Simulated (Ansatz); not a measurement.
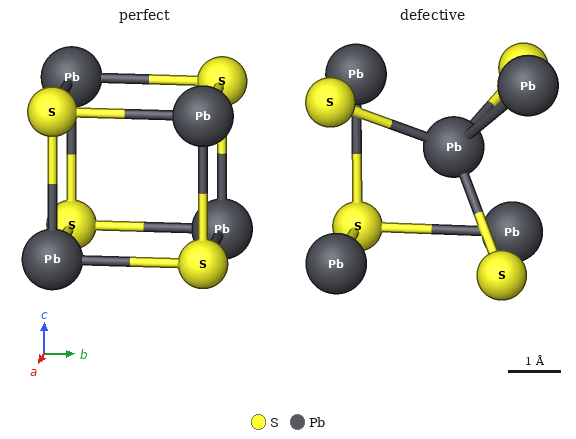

Left: perfect PbS. Right: the same region with one point defect, after relaxing the atoms in a supercell of 64 sites. Style: ball-and-stick. Shown: the atoms within 3.3 Å of one point, from a free direction.

Theory: DFT, PBEsol, PAW, plane waves (Ansatz). Set-up: plane-wave cutoff 420 eV; k-point mesh 1 × 1 × 1; mesh shifted by (0.25, 0.25, 0.25); no spin polarisation. Fermi-Dirac smearing of 0.01 eV. The axes drawn are those of the host's conventional cell.

Which defect is it?

Answer. An extra lead atom is put between the host's atoms (an interstitial).

The charge state of the cell is 0.

What does the relaxation do around it?

Answer. The Pb atom starts with 4 Pb at 2.55 to 2.56 Å, 4 S at 2.55 to 2.56 Å around its place and ends with 3 S at 2.74 Å, 4 Pb at 2.90 to 3.22 Å. Of the host's atoms, a lead atom moves furthest from its site, by 1.44 Å. The Pb atom itself moves 1.09 Å from where it was put.
